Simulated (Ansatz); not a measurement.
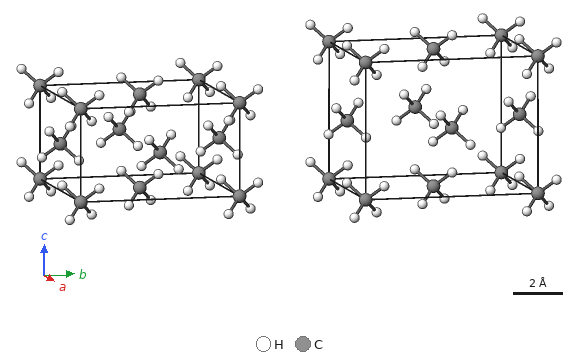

Two geometries of solid H4C (built on the Sn4Ir-68 type type), drawn at one scale. One is the start of a relaxation, the other its converged end. The picture is a ball-and-stick view of the conventional cell (2 times the calculation's cell), seen slightly off an axis. Lengths and directions refer to the drawn axes.

The calculation used DFT, r2SCAN+rVV10, plane waves, PAW (Ansatz). Settings: plane-wave cutoff 500 eV; k-point mesh 6 × 6 × 4; occupations fermi dirac; smearing width 0.03 eV; no spin polarisation; cell and atoms relaxed; force threshold 0.01 eV/Å; at most 120 steps.

**Which of the two is the end point?**

The left one is the relaxed one. The largest moves relative to the cell, 0.22 Å, are those of H atoms. C stays in place. The volume changes by −30.2 %, with a 6.076 → 6.763 Å (+11.3 %), b 7.339 → 6.764 Å (−7.8 %), c 5.726 → 3.894 Å (−32.0 %). Among the contacts that change: C–H 1.098 → 1.089 Å. The space group (tolerance 0.01 Å) goes from Ccce (No. 68) to P4_2/nmc (No. 137). Over 15 accepted moves (18 points after the start) the energy falls by 10.4 meV per atom. Largest force component: 0.18 eV/Å at the start, 0.001 eV/Å at the end. The pressure goes from −1.43 to 0.01 GPa. The line search rejected the trial step at point 11 of the run. The SCF was repeated twice at an unchanged geometry on a basis and grid sized afresh for the cell, which shifted the energy by 0.5 meV per atom at most. The run took 87 s on 4 threads of Arm Neoverse V1 (shared host), peak memory 0.8 GiB.
